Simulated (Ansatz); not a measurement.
The compound is WSe2 (space group R3m, No. 160), taken as the input geometry of an electronic-structure calculation (not necessarily at equilibrium); the starting structure was generated, so it need not be a known form of this composition.

```xyz
9
Lattice="3.3021 0.0000 0.0000 -1.6511 2.8597 0.0000 0.0000 0.0000 19.7389" Properties=species:S:1:pos:R:3 pbc="T T T"
W     0.0000    0.0000    0.0004
Se    0.0000    1.9065    4.9153
Se    1.6511    0.9532    1.6640
W     1.6511    0.9532    6.5800
Se    0.0000    0.0000   11.4950
Se    0.0000    1.9065    8.2436
W     0.0000    1.9065   13.1597
Se    1.6511    0.9532   18.0746
Se    0.0000    0.0000   14.8233
```

Describe how the polyhedra about W are linked (bonds: Se–W below 2.8 Å).

W: WSe6 trigonal prism, sharing edges with six neighbours.

They form layers of edge-sharing trigonal prisms parallel to (001).

Centre to centre across a shared edge: 3.30 Å.

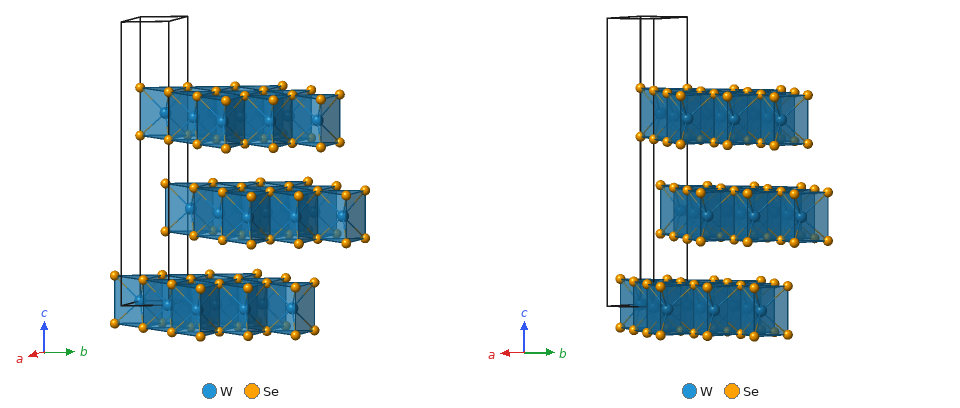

Polyhedra are drawn about W (bonds: Se–W below 2.8 Å); other atoms are plain spheres. Two views of the same piece.
